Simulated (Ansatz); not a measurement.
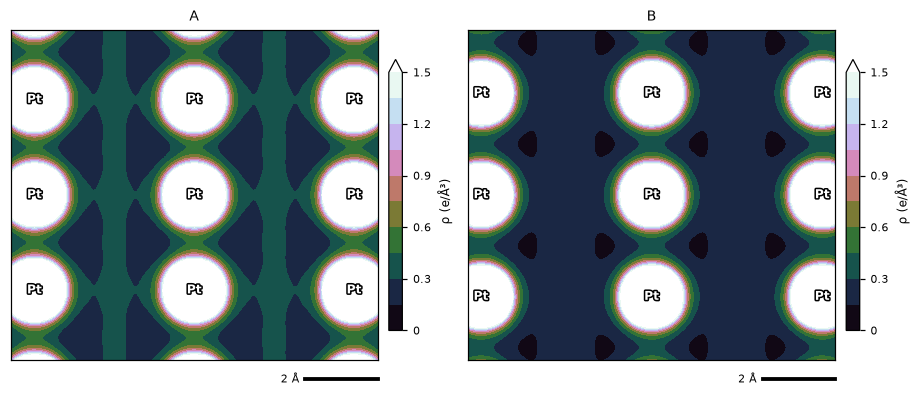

Pt. The valence charge density (pseudo) of two cells that differ in size, on the (100) plane of each (indices in the axes of the calculation cell), at one length scale and on one colour scale; one has 14.8 and the other 18.0 Å³ an atom.

Level of theory: DFT, PBE, plane waves (420 eV) with PAW, scalar-relativistic (Ansatz).

### Which panel shows the smaller cell, and what does the compression change?

Panel A is the smaller cell, by 18 % in volume. From the larger cell to the smaller, Pt–Pt goes from 2.81 to 2.63 Å, and the density at its midpoint from 0.34 to 0.48 e/Å³; the pressure goes from −19 to 24 GPa.
